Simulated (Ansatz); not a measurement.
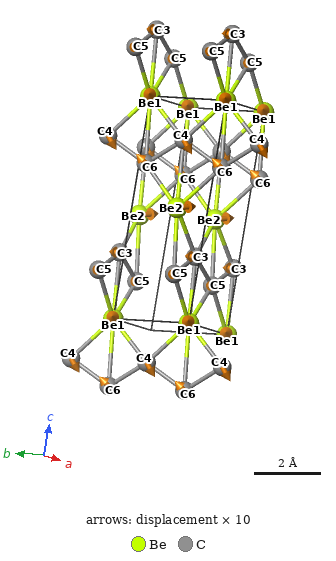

A relaxation of crystalline BeC2 (built on the anatase_141 type) (coarse preliminary run). The starting structure is drawn; orange arrows show the displacements (the part carried along by the change of the cell is left out), 10 times their true length.

A ball-and-stick model of the cell of the calculation, seen from a free direction.

The calculation used DFT PBE, scalar-relativistic, plane waves, PAW in Ansatz 0.2.0. Settings: plane-wave cutoff 420 eV; k-point mesh 10 × 10 × 10; occupations gaussian; smearing width 0.1 eV; no spin polarisation; cell and atoms relaxed; force threshold 0.015 eV/Å; at most 120 steps.

Q: Atoms of which element are displaced furthest, and by how much?

A: Beryllium: up to 0.085 Å, against 0.051 Å for carbon.

Q: What did the optimiser do to the structure, and how much energy did it gain?

A: The energy falls by 30.8 meV per atom in 8 accepted moves (11 points after the start). Largest force component: 1.7 eV/Å at the start, 0.0076 eV/Å at the end. The pressure goes from −1.80 to 0.03 GPa. The line search rejected the trial step at point 5 of the run. The SCF was repeated twice at an unchanged geometry on a basis and grid sized afresh for the cell, which shifted the energy by 0.1 meV per atom at most. Be1 moves most relative to the cell: 0.085 Å along [−2 −1 0]. By element the largest moves are Be 0.085 Å, C 0.051 Å. The drawn cell changes as follows: a 2.561 → 2.544 Å (−0.7 %), b 2.581 → 2.544 Å (−1.5 %), c 6.979 → 6.992 Å (+0.2 %), α 100.4° → 100.1°, β 103.3° → 100.2°, γ 90.2° → 91.6°; the volume changes by −0.8 %. Among the contacts that change: Be1–C5 1.952 → 1.843 Å, Be1–C5 (another image) 1.735 → 1.843 Å, C4–C6 1.548 → 1.459 Å, Be2–C3 1.918 → 1.843 Å. Among the angles between lasting bonds that change: C4–Be1–C5 116.1° → 122.5°, C3–Be1–C6 174.6° → 179.9°, Be1–C3–C5 65.9° → 60.7°. The space group (tolerance 0.01 Å) goes from P1 (No. 1) to Fddd (No. 70). Cost: 5.7 min on 1 thread of Intel(R) Xeon(R) 6975P-C (Granite Rapids) (shared host), peak memory 0.7 GiB.
